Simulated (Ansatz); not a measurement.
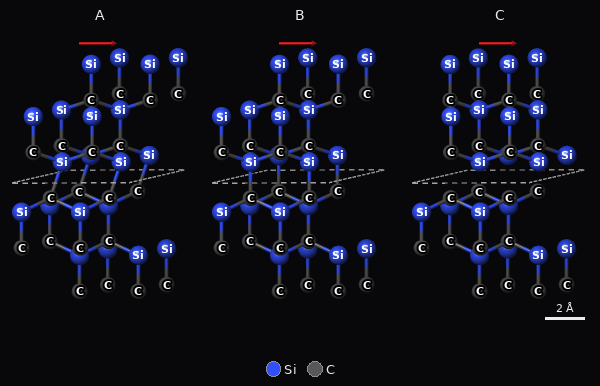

Energy scan for a crystal of SiC (P6_3mc), in which the crystal above a cut along the (0 0 1) plane of the conventional cell (between a plane of C below and one of Si above, 1.90 Å apart) is slid rigidly by fractions of an in-plane lattice vector 3.09 Å long (a generalised stacking fault). One cut stands in each cell, which starts 10.1 Å high; nothing is relaxed, and the dashed outline marks the cut, the arrow on top the direction of slip. A ball-and-stick model of the layers on both sides of the cut, seen from the side, nearly along the cut plane.

Theory: Ansatz, DFT PBE, scalar-relativistic, plane waves, PAW. (plane-wave cutoff 420 eV; k-point mesh 10 × 10 × 3; occupations gaussian; smearing width 0.05 eV; no spin polarisation). Energies (free energies at the smearing named) are counted from the relaxed crystal.

Q: Rank the frames from lowest to highest energy.

A: Lowest first: B (the slip 0.00, 0 mJ/m²), A (the slip 0.20, 1065 mJ/m²), C (the slip 0.50, 3962 mJ/m²). Over the whole scan: the curve starts and ends at zero, since a full lattice vector restores the crystal. Its highest computed point is 3962 mJ/m² at slip 0.50, which the unstable stacking-fault energy of this rigid path equals or slightly exceeds. No local minimum shows among the points, so there is no metastable fault on this line. The path is symmetric about half-way. Relaxation across the fault would lower the values.
